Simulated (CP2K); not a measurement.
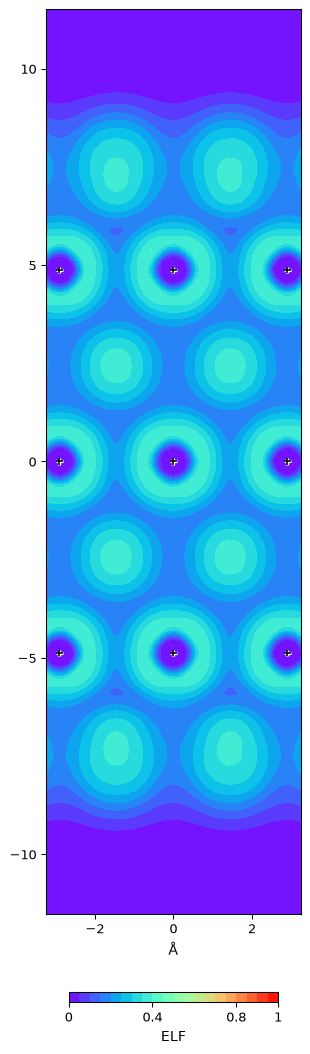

The ELF on a plane through atoms (crosses mark nuclei in the plane).

Theory: Kohn-Sham DFT of a periodic cell, PBE, GTH-PBE with UZH-TZVP basis in CP2K.

Candidates:
A. Cu (slab), a = 2.53 Å, b = 2.53 Å, c = 25.28 Å, α = 90.00°, β = 90.00°, γ = 120.00°. 
B. Au (slab), a = 2.90 Å, b = 2.90 Å, c = 29.64 Å, α = 90.00°, β = 90.00°, γ = 120.00°. 
C. ZrSe₂ (slab), a = 3.80 Å, b = 3.80 Å, c = 24.29 Å, α = 90.00°, β = 90.00°, γ = 120.00°. Not relaxed (largest force 0.5 eV/Å).

Which candidate gave the map?

Candidate B: Au on the (010) plane of the calculation cell, a cut from vacuum to vacuum, which holds Au. Au–Au (2.90 Å): the ELF is about 0.20 at the midpoint; no localised pair shows between them.
